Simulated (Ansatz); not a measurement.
## Electronic structure of MgS in real space

```
Mg S
1.0
     3.26282    0.00000    0.00000
     0.00000    3.26282    0.00000
     0.00000    0.00000    3.26282
Mg S
1 1
Direct
  0.00000 0.00000 0.00000
  0.50000 0.50000 0.50000
```

Space group Pm-3m; started from the CsCl prototype, which need not be the ambient phase.

Method: DFT, PBE, plane waves, PAW (Ansatz).

Core electrons are frozen (PAW), and the valence fields are smoothed inside the atomic spheres.

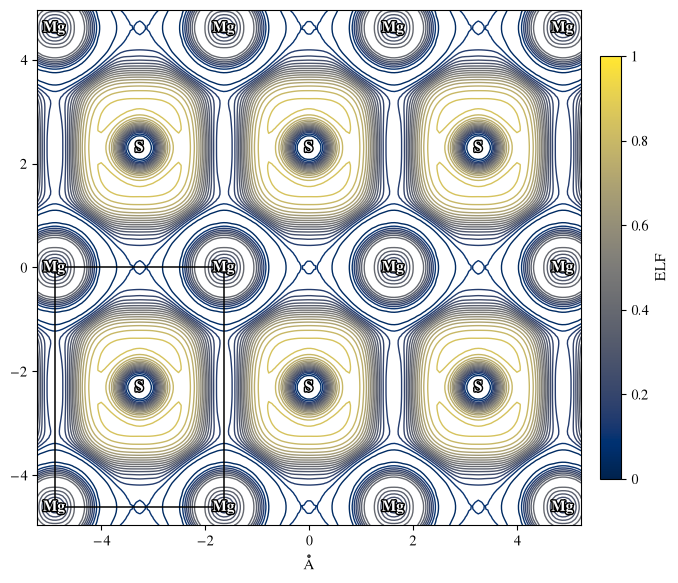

Figure 1. ELF on the (101̄) plane of the conventional cell.

What do the fields say about this system?

The section cuts through Mg and S sites.
Mg–S (2.83 Å): the ELF peaks at about 0.85 in the valence shell of S, 0.8 Å from its nucleus, and falls to about 0.05 next to Mg (a largely ionic contact).

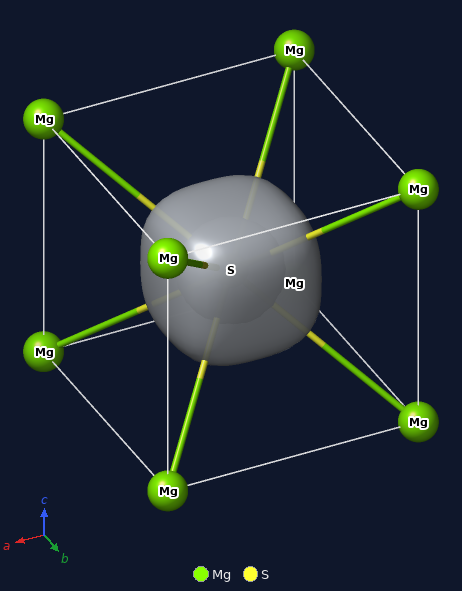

Figure 2. Isosurface of the electron localisation function at 0.8 (grey), seen at an oblique angle. Core shells and regions of very low density are left out. Sticks mark near contacts.

Where are the electrons localised?

The ELF exceeds this value in one region wrapped around S (its valence shell), counted in one cell of 2 atoms. Regions shared between cells count once.
